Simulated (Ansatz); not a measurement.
## ZrS: 7 runs along one coordinate

System: ZrS (I4mm, 2 atoms in the cell).
Method: DFT PBEsol, scalar-relativistic, plane waves, PAW, no spin polarisation (Ansatz 0.2.0).

The 7 runs differ only in the geometry, by a shift of atoms along one path in a fixed cell. The shift s is measured from run 4: Zr1 moves along the Cartesian direction (0.00, 0.00, −1.00). The structure derives from an entry of the Crystallography Open Database.

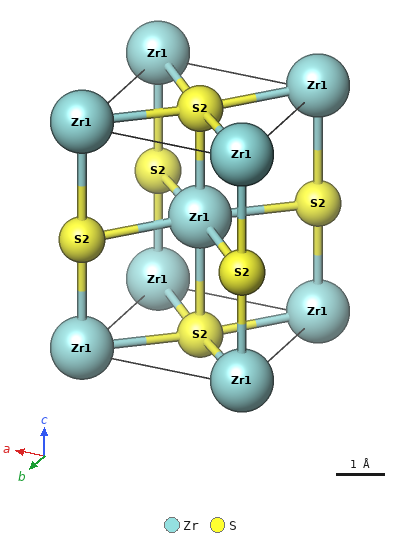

Figure 1. The structure of run 4 (ball-and-stick view of the cell 2 times as large as that of the calculation, set on its symmetry axes, seen at an oblique angle; atoms are numbered from 1 in the order of the input).

**Input of run 4**
```yaml
crystal:
  lattice:
    - [0.0, 2.625, 2.625]
    - [2.625, 0.0, 2.625]
    - [2.625, 2.625, 0.0]
  atoms:
    - { symbol: Zr, position: [-0.0214285714, -0.0214285714, 0.0214285714] }
    - { symbol: S, position: [0.5, 0.5, 0.5] }
basis:
  ecutwfc: 420
kpoints:
  mp_grid: { grid: [16, 16, 16] }
hamiltonian:
  xc: pbesol
scf:
  occupations: { method: gaussian, width: 0.15 }
output:
  forces: true
  stress: true
  eigenvalues: true
```

Run 5 differs from it as follows:
```diff
-    - { symbol: Zr, position: [-0.0214285714, -0.0214285714, 0.0214285714] }
+    - { symbol: Zr, position: [-0.0357142857, -0.0357142857, 0.0357142857] }
```

**Results, with one run withheld**

```tsv
run	shift s of Zr1 (Å)	free energy per atom, from the lowest run given (meV)	pressure (GPa)	force along the path (eV/Å)
1	−0.4125	130.04	−0.82	2.300
2	−0.2625	20.64	−5.11	0.782
3	−0.0375	0.00	−6.13	−0.340
4	0.0000	8.25	−5.71	−0.545
5	0.0750	?	?	?
6	0.1125	61.04	−3.38	−1.422
7	0.1500	91.46	−2.20	−1.830
```

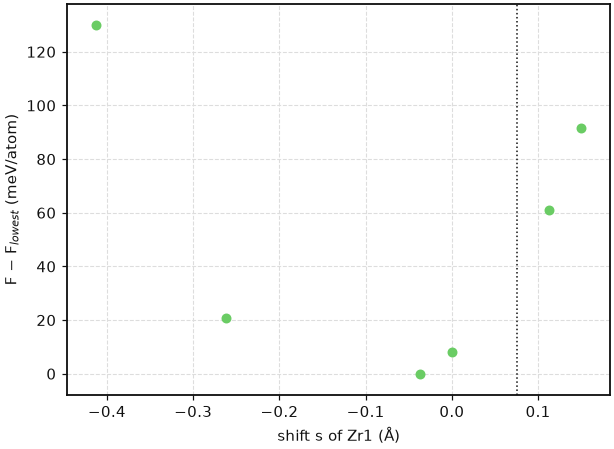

Figure 2. Free energy per atom of the runs given; the dotted line marks run 5.

What should run 5 give?

A cubic polynomial in the coordinate, fitted to the 6 runs given, misses them by at most 2.89 meV per atom. With x = s + 0.0750, it reads F = −8.7616 + 127.24 x + 1462.1 x² − 389.84 x³ (meV per atom). At run 5 it gives 41.91 meV per atom, and the run itself gives 37.84. The slope of the fit gives a force −dF/ds of −1.079 eV/Å along the path (summed over the atoms that move), and the printed forces give −1.064 eV/Å. The fit has its minimum at s = −0.1178 Å. So low a polynomial doesn't follow these energies more closely.

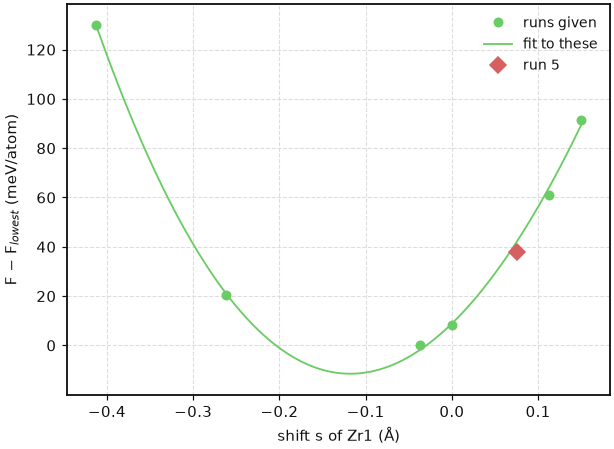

Figure 3. The fit and the withheld run.

**Output, shortened to warnings, some set-up lines, iterations and results (run 5)**
```
Basis set: ecut = 420 eV, 725 PW (Γ), exchange–correlation on 50×50×50 points (8 copies of the dense FFT grid, shifted against one another)
Symmetry: 8 space group operations
k-points: 349 of 4096 (time reversal used)
Initial density: superposition of atomic densities (neutral atoms: chi_scale 0, normalization atom), corrected by the library's trained network
[...]
SCF iter   1: F=—  HF=-5016.492532 eV  |F-HF|=—  |Δ(HF+E_count)|=         —  Δρ=3.97e-3  dr2=6.63e-3  ethr=1.77e-3  ⟨swp⟩=5.5  Hψ=56800  notcnv=0
SCF iter   2: F=—  HF=-5016.489521 eV  |F-HF|=—  |Δ(HF+E_count)|=   3.01e-3  Δρ=2.54e-3  dr2=2.71e-3  ethr=3.68e-5  ⟨swp⟩=1.4  Hψ=9074  notcnv=0
SCF iter   3: F=—  HF=-5016.488781 eV  |F-HF|=—  |Δ(HF+E_count)|=   7.40e-4  Δρ=5.39e-4  dr2=6.57e-5  ethr=1.51e-5  ⟨swp⟩=2.1  Hψ=7010  notcnv=0
SCF iter   4: F=—  HF=-5016.488789 eV  |F-HF|=—  |Δ(HF+E_count)|=   8.16e-6  Δρ=2.20e-4  dr2=1.17e-5  ethr=3.65e-7  ⟨swp⟩=2.2  Hψ=7847  notcnv=0
SCF iter   5: F=—  HF=-5016.488788 eV  |F-HF|=—  |Δ(HF+E_count)|=   6.88e-7  Δρ=3.56e-5  dr2=5.23e-7  ethr=6.50e-8  ⟨swp⟩=2.4  Hψ=8226  notcnv=0
SCF iter   6: F=-5016.488788 eV  HF=-5016.488788 eV  |F-HF|=8.25e-9  |Δ(HF+E_count)|=   6.44e-8  Δρ=7.11e-6  dr2=1.98e-8  ethr=5.56e-10  ⟨swp⟩=7.2  Hψ=25399  notcnv=0
SCF 1 converged in 6 iterations: F = -5016.488788 eV  dr2 = 1.98e-8
SCF converged after 6 iterations
Free energy (F): -5016.488788 eV
Harris-Foulkes:  -5016.488788 eV  (|F-HF|=8.25e-9)
Internal energy: -5016.475106 eV  (E = F + TS)
E sigma→0 (E₀):  -5016.481947 eV
Entropy (-TS):   -0.013683 eV (-6.841 meV/atom)
Fermi energy:    14.419670 eV
--- Per-component energies (eV) ---
  E_band       = -73.972255
  E_kinetic    = 444.345366
  E_local      = -704.693808  (includes V_loc(G=0)·N_el)
  E_nonlocal   = 109.615039
  E_hartree    = 222.010045
  E_xc         = -258.749652
  E_vxc        = -280.690043  (∫ρ·V_xc dr)
  E_paw        = -3484.394960  (= ΣΔE_a)
  E_vpaw       = -86.571386  (= ΣTr[D̂ρ^β])
  E_aug_tail   = 0.000026  (compensation charges beyond the density's cutoff)
  E_ewald      = -1344.834831
  E_core_change = 0.227670  (= ΣΔE_core)
  E_smearing   = -0.013683  (= −TS)
  E_closure    = 0.000000  (closes the sum)
  Σ components = -5016.488788   (vs F -5016.488788, Δ=0.00e0)
--- Forces (eV/Å), atoms counted from 1 ---
  atom   1  Zr     0.00000000     0.00000000     1.06401762
  atom   2  S      0.00000000     0.00000000    -1.06405058
  max |Σ_I F_I| component: 3.30e-5 eV/Å
--- Stress (GPa, compression-positive) ---
       -6.913180       0.000000       0.000000
        0.000000      -6.913180       0.000000
        0.000000       0.000000       0.811018
  P = ⅓ Tr σ = -4.3384 GPa (-43.384 kbar)
```
